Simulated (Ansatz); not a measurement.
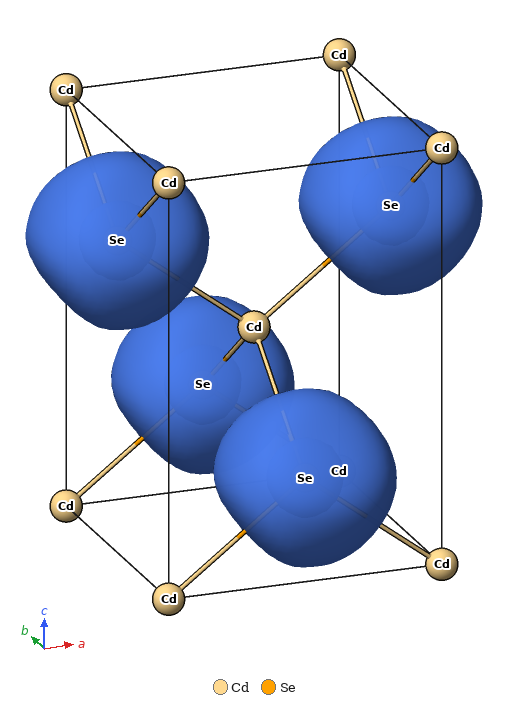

Figure 1: CdSe. Isosurface of the electron localisation function at 0.65 (blue), seen at an oblique angle. Only the valence region is drawn (cores and ρ < 0.01 e/Å³ removed). Sticks mark near contacts.

Space group I-4m2; started from the zincblende prototype, which need not be the ambient phase; changed on purpose from its base cell (epitaxial xy strain -3.0%); computed pressure about 2 GPa in this cell.

Method: Ansatz, DFT, PBE, plane waves, PAW.

```yaml
crystal:
  lattice:
    - [2.97575, 2.97575, 0.00000]
    - [-2.97575, 2.97575, 0.00000]
    - [0.00000, 0.00000, 6.38743]
  atoms:
    - { symbol: Cd, position: [0.00000, 0.00000, 0.00000] }
    - { symbol: Cd, position: [0.50000, 0.50000, 0.50000] }
    - { symbol: Se, position: [0.50000, 0.00000, 0.25000] }
    - { symbol: Se, position: [0.00000, 0.50000, 0.75000] }
```

### Where are the electrons localised?

The ELF exceeds this value in two regions wrapped around Se (the valence shell of each), counted in one cell of 4 atoms. Any copies at cell faces, edges or corners count once. Along the contacts the grid gives the following. Cd–Se (2.64 Å): the ELF is about 0.40 at the midpoint.

### Does the calculation give a band gap?

It is gapped, with a Kohn–Sham gap of 0.50 eV on the k-point mesh, an upper bound to the gap of this method.
